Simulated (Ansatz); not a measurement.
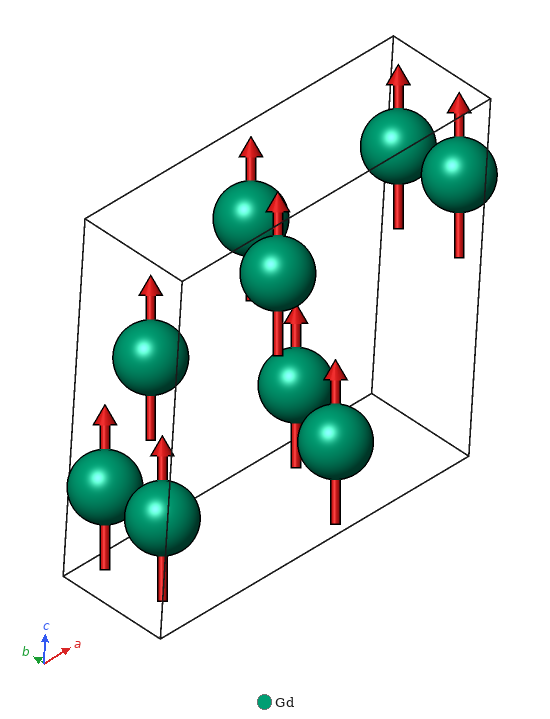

Shown here is a spheres-only view of the crystal, taken slightly off an axis. The simulation cell is drawn as a box. Arrows are the site magnetic moments above 0.25 μB; longer means larger, and red and blue are up and down (without spin-orbit coupling the axis itself is arbitrary).

This is the lowest state found for Gd. Theory: DFT, PAW plane waves, PBE+U (Ansatz). Numerical settings: plane-wave cutoff 420 eV, a 3×3×3 mesh of k-points, Fermi-Dirac smearing of 0.036 eV, U_eff = 2.70 eV on Gd f, collinear spins.

Question: How are the moments ordered?

Answer: Ferromagnetic (within this cell). Site moments: 8 Gd +7.3 to +7.4 μB. The net spin moment of the whole cell is 61.5 μB, including what lies between the atoms and on sites without an arrow.

Origin: a known structure type with the cell strained and the atoms shaken on purpose; unrelaxed. An electronic-structure calculation with Ansatz was run on it.

At this level of theory the cell isn't at rest (forces up to 1.7 eV/Å), so its distances can differ from those at equilibrium, the more so the softer the solid, and its magnetic state may change on relaxation.
